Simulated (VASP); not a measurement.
```xyz
14
Lattice="3.0537 0.0000 0.0000 0.0000 3.0537 0.0000 0.0000 0.0000 34.9558" Properties=species:S:1:pos:R:3 pbc="T T T"
Ti    1.5269    1.5269   10.9999
Ti    0.0000    0.0000   13.1595
Ti    1.5269    1.5269   15.3187
Ti    0.0000    0.0000   17.4779
Ti    1.5269    1.5269   19.6371
Ti    0.0000    0.0000   21.7963
Ti    1.5269    1.5269   23.9559
C     0.0000    0.0000   10.9999
C     1.5269    1.5269   13.1595
C     0.0000    0.0000   15.3187
C     1.5269    1.5269   17.4779
C     0.0000    0.0000   19.6371
C     1.5269    1.5269   21.7963
C     0.0000    0.0000   23.9559
```

Not relaxed (largest force 1.6 eV/Å).

All numbers below come from VASP 6.6.1, Kohn-Sham DFT of a periodic cell, PBEsol, VASP PAW PBE potentials, recommended.

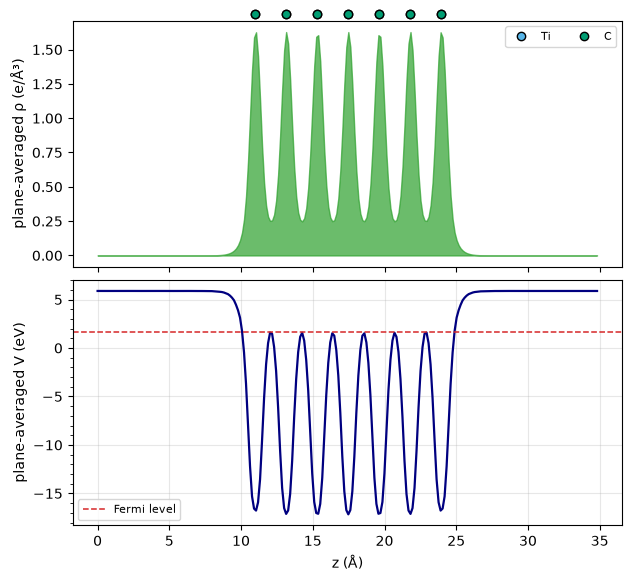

TiC (slab). Plane average of the electrostatic potential energy of an electron and of the valence charge density (pseudo) across the slab. Circles mark the heights of the atoms.

The density is the valence pseudo-density of a PAW calculation; it isn't the true density close to the nuclei.

**How far above the Fermi level of the calculation is the vacuum level?**

4.2 eV.

**What are the slab's thickness and the vacuum gap?**

The outermost nuclei are 13.0 Å apart, in 7 atomic planes; the vacuum between periodic images is 22.0 Å wide.
